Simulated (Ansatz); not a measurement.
**Ta₃N: density, localisation and related maps**

```
CELL_PARAMETERS angstrom
0.00000 5.19703 -0.15591
-3.00050 0.00000 0.00000
0.00000 -0.22350 7.44993
ATOMIC_POSITIONS crystal
Ta 0.00000 0.00000 0.50000
Ta 0.50000 0.50000 0.50000
Ta 0.33333 0.00000 0.17259
Ta 0.83333 0.50000 0.17259
Ta 0.16667 0.50000 0.82741
Ta 0.66667 0.00000 0.82741
N 0.00000 0.00000 0.00000
N 0.50000 0.50000 0.00000
```

Space group C2/m; a structure from a database of computed crystals, not necessarily the ambient phase; changed on purpose from its base cell (strain -0.0600 x Voigt [0, 0, 0, 1, 0, 0], atoms carried along); not relaxed (largest force 0.6 eV/Å).

Level of theory: DFT PBEsol, scalar-relativistic, plane waves, PAW (Ansatz 0.2.0).

In a PAW calculation such maps are meaningful between the atoms, not at the nuclei.

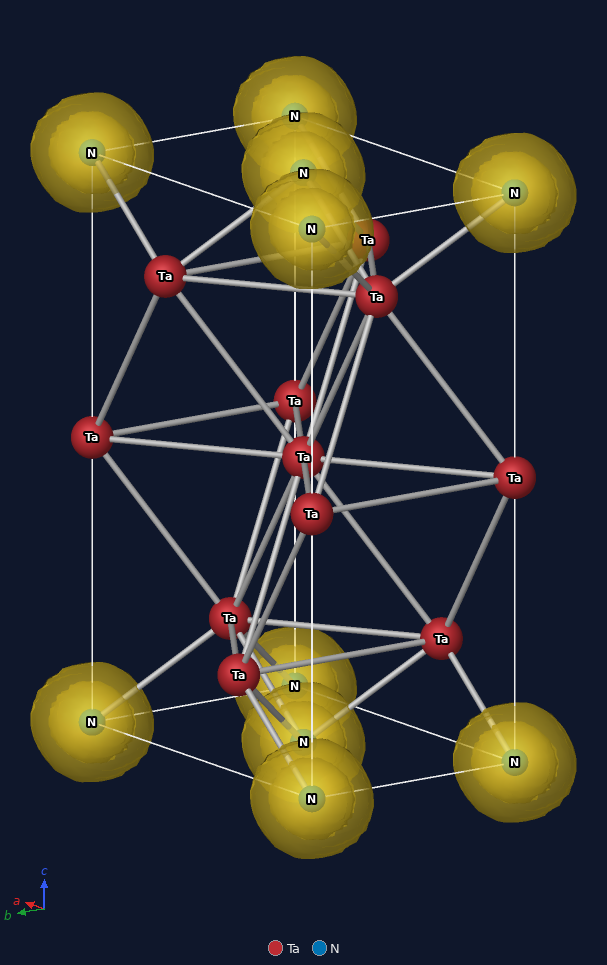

Figure 1. Isosurface of the ELF at 0.75 (yellow), seen at an oblique angle. Core shells and regions of very low density are left out. Sticks mark near contacts.

Q: Where are the electrons localised?

A: The surface consists of two regions wrapped around N (the valence shell of each), counted in one cell of 8 atoms. Any copies at cell faces, edges or corners count once.


Ta–N (2.10 Å): the ELF peaks at about 0.80 in the valence shell of N, 0.6 Å from its nucleus, and drops to about 0.20 between the two atoms (no localised pair shows between them). Ta–Ta (2.95 Å): the ELF is about 0.35 at the midpoint.

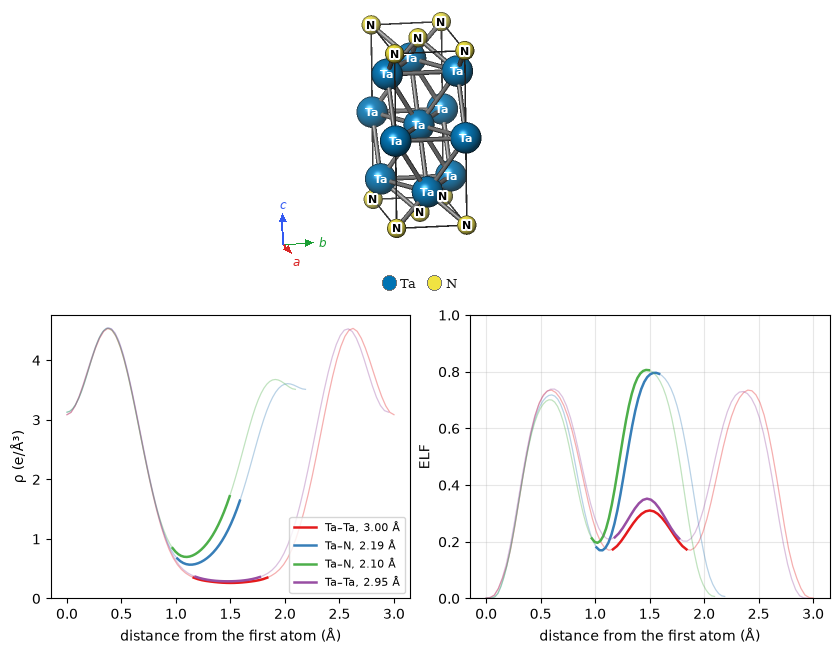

Figure 2. Valence charge density (pseudo) and ELF along straight lines between neighbouring atoms. Thin, pale parts lie inside the atomic spheres. The structure is drawn too.

Q: What can be read from the curves?

A: Ta–Ta (3.00 Å): ρ at the midpoint is about 0.26 e/Å³; the ELF is about 0.30 at the midpoint.
Ta–N (2.19 Å): the density is about 0.58 e/Å³ at the midpoint; the ELF peaks at about 0.80 in the valence shell of N, 0.6 Å from its nucleus, and drops to about 0.15 between the two atoms (no localised pair shows between them).
Ta–N (2.10 Å): the density is about 0.72 e/Å³ at the midpoint; the ELF peaks at about 0.80 in the valence shell of N, 0.6 Å from its nucleus, and drops to about 0.20 between the two atoms (no localised pair shows between them).
Ta–Ta (2.95 Å): ρ is about 0.29 e/Å³ halfway; the ELF is about 0.35 at the midpoint.

Q: Does the calculation make it a metal, or give it a gap?

A: It is gapless in this calculation (a metal or semimetal); semilocal functionals without U, or without the true magnetic order, often close the gap of such compounds.
